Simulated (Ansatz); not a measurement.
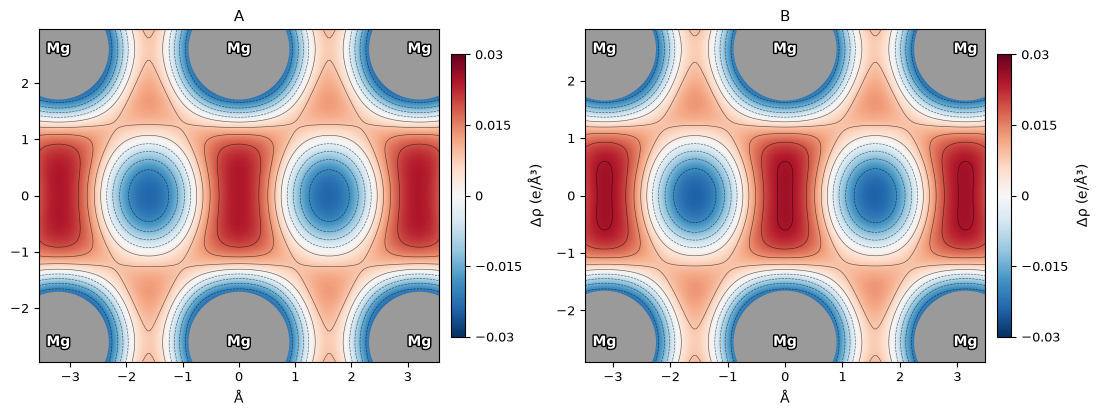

Mg: deformation density on the (100) plane of the conventional cell at two volumes, with the same fractional coordinates and one colour scale. Grey discs cover the cores. Panel B has 94 % of the volume of panel A.

Space group P6_3/mmc.

Theory: DFT PBE, scalar-relativistic, plane waves, PAW in Ansatz.

**How do bonds, bonding charge and pressure respond to this change of volume?**

From A to B, Mg–Mg goes from 3.20 to 3.13 Å, and Δρ at its midpoint stays at +0.007 e/Å³. The pressure is −0.5 GPa in A and 1.9 GPa in B. The rearranged charge is 0.13 e an atom in A and 0.12 e in B.

Run times: 14 s (base cell) and 41 s (scaled cell), on 1 thread of Arm Neoverse N1 (shared host).
